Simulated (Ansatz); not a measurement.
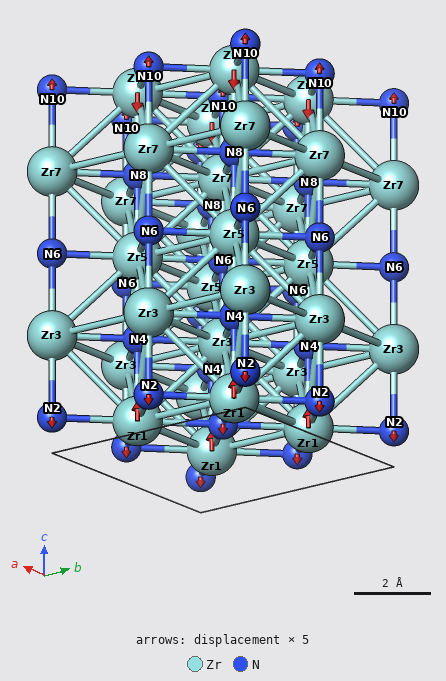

A relaxation of a slab of composition ZrN (cut from the Fm-3m phase). The starting structure is drawn; red arrows show the displacements, magnified 5 times.

A ball-and-stick model of the 2 × 2 repeat of the cell, outlined in the plane, without the vacuum, seen from a free direction.

Case: (1 0 0) slab, atoms relaxed. The slab is the (1 0 0) face of ZrN.

These are results of DFT PBE, scalar-relativistic, plane waves, PAW (Ansatz 0.2.0), not measurements.

Input file:
```yaml
crystal:
  lattice:
    - [3.2489094155, 0.0, 0.0]
    - [0.0, 3.2489094155, 0.0]
    - [0.0, 0.0, 24.1893035168]
  atoms:
    - { symbol: Zr, position: [0.5, 0.5, 0.3100544005] }
    - { symbol: "N", position: [0.0, 0.0, 0.3100544005] }
    - { symbol: Zr, position: [0.0, 0.0, 0.4050272002] }
    - { symbol: "N", position: [0.5, 0.5, 0.4050272002] }
    - { symbol: Zr, position: [0.5, 0.5, 0.5] }
    - { symbol: "N", position: [0.0, 0.0, 0.5] }
    - { symbol: Zr, position: [0.0, 0.0, 0.5949727998] }
    - { symbol: "N", position: [0.5, 0.5, 0.5949727998] }
    - { symbol: Zr, position: [0.5, 0.5, 0.6899455995] }
    - { symbol: "N", position: [0.0, 0.0, 0.6899455995] }
basis:
  ecutwfc: 420
kpoints:
  mp_grid: { grid: [11, 11, 1] }
hamiltonian:
  xc: pbe
scf:
  occupations: { method: gaussian, width: 0.1 }
output:
  forces: true
  eigenvalues: true
  write_density: true
  write_potential: true
  elf: true
  volumetric_format: npy
relax:
  adjacent_minimum: "off"
  f_tol: 0.02
  max_steps: 60
efield:
  axis: 3
  dipole_correction: true
  ramp_width: 0.04
```

Command:
```bash
ansatz run input.yaml --threads 1 --pin off --max-ram 2560MiB --backend cpu --events-out ev --progress --plain --runs-dir out
```

Question: Which element moves most?

Answer: Zirconium: up to 0.12 Å, against 0.06 Å for nitrogen.

Question: Describe the change and its energy.

Answer: After 4 accepted moves (5 points after the start) the energy has fallen by 0.309 eV per cell of the calculation. The largest force component goes from 1.7 to 0.017 eV/Å. 1 step only repeated the SCF at the same geometry. The largest moves, 0.12 Å, are those of Zr1 and Zr9. Zr1 goes along the normal (+c). By element the largest moves are Zr 0.12 Å, N 0.06 Å. The cell stays as it was. Among the contacts that change: N8–Zr9 2.297 → 2.184 Å, Zr1–Zr3 3.249 → 3.166 Å, N2–Zr3 2.297 → 2.360 Å, N4–Zr5 2.297 → 2.292 Å. Bond angles that change, for instance: Zr9–N10–Zr9 180.0° → 171.0°, Zr7–N10–Zr9 90.0° → 85.5°. Cost: 3.5 min on 1 thread of Arm Neoverse V2, with other jobs on the host, peak memory 0.55 GiB.

Limits of the set-up: the cell has an odd number of electrons but was run without spin polarisation.
